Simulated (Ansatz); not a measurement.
Convergence test: the smearing width is varied and all else is held.
The run: Ca (Fm-3m, 1 atom in the cell), by Ansatz 0.2.0, DFT, r2SCAN, plane waves (500 eV) with PAW, scalar-relativistic; 10×10×10 k-mesh, Gaussian smearing.
ΔE is the free energy less its value at the smallest setting, 0.01 eV.
Dashed lines or grey bands mark the tolerance: 1 meV/atom and 0.1 GPa.
On logarithmic panels, open markers lie below the reference value and filled ones above.
Values: 1 eV, 0.6 eV, 0.3 eV, 0.2 eV, 0.1 eV, 0.03 eV and 0.01 eV.

How do the results converge (to 1 meV/atom and 0.1 GPa)?

The free energy is within 1 meV/atom of the smallest setting's value from 0.03 eV down. It is off by 270 meV/atom at 1 eV, 24 meV/atom at 0.3 eV and 2.6 meV/atom at 0.1 eV (always below it). The pressure is within 0.1 GPa of the smallest setting's value from 0.3 eV down. It is 0.23 GPa at 1 eV, 0.08 GPa at 0.6 eV and −0.04 GPa at 0.01 eV. The free energy falls with the width because it holds the −TS term of the fractional occupations.

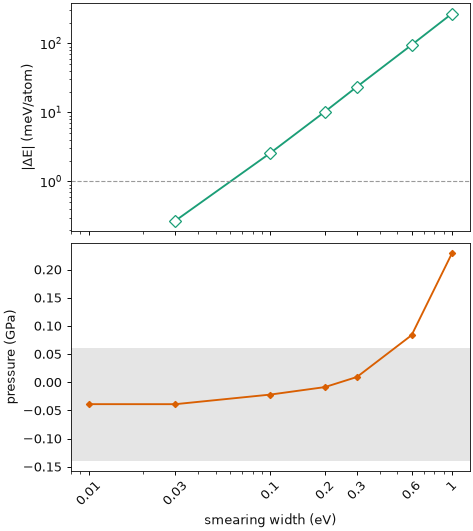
